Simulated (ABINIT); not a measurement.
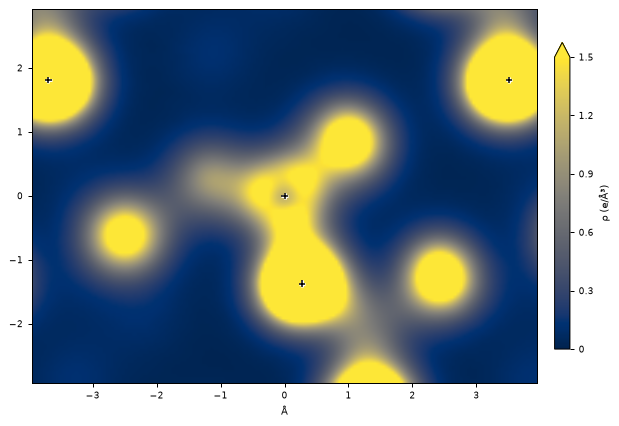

The valence electron density on a plane through atoms (crosses mark nuclei in the plane).

All numbers below come from Kohn-Sham DFT of a periodic cell, PBE, JTH PAW PBE v2.0 (ABINIT).

Candidates:
A. CO2, a = 3.95 Å, b = 3.95 Å, c = 6.03 Å, α = 90.00°, β = 90.00°, γ = 90.00°. Space group I-42d; a structure from a database of computed crystals, not necessarily the ambient phase.
B. CoO, a = 4.26 Å, b = 4.26 Å, c = 4.26 Å, α = 90.00°, β = 90.00°, γ = 90.00°. Space group Fm-3m; computed pressure about −7 GPa in this cell; spin-polarised.

Which system is this?

Answer. Candidate A: CO2 on the (111) plane of the conventional cell, which holds O and C. C–O (1.40 Å): ρ at the midpoint is about 2.2 e/Å³.
